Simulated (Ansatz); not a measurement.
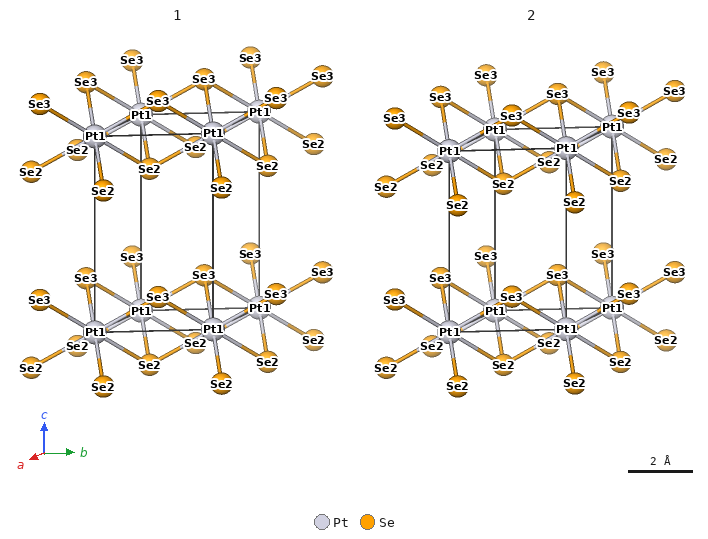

Two geometries of crystalline PtSe2 (set up in P-3m1), drawn at one scale. One is the start of a relaxation, the other its converged end. A ball-and-stick model of the cell of the calculation, seen slightly off an axis.

These are results of DFT PBE, scalar-relativistic, plane waves, PAW (Ansatz), not measurements. Settings: plane-wave cutoff 420 eV; k-point mesh 9 × 9 × 6; occupations gaussian; smearing width 0.02 eV; no spin polarisation; cell and atoms relaxed; force threshold 0.01 eV/Å; at most 80 steps.

Question: Which geometry has the lower energy?

Answer: Structure 1 is the relaxed one. The largest moves relative to the cell, 0.11 Å, are those of Se2 and Se3. Se3 goes along −c. Pt stays in place. The drawn cell changes as follows: a = b 3.717 → 3.754 Å (+1.0 %), c 5.820 → 6.299 Å (+8.2 %); the volume changes by +10.4 %. Some distances before and after: Pt1–Se2 2.515 → 2.530 Å. The space group stays P-3m1 (No. 164). Over 7 accepted moves (8 points after the start) the energy falls by 6.6 meV per atom. The largest force component goes from 0.14 to 0.0011 eV/Å. Pressure: 2.35 GPa at the start and 0.02 GPa at the end. At 1 point the geometry stayed and the basis and grid were re-selected for the new cell (energy shift of 0.5 meV per atom at most each time).
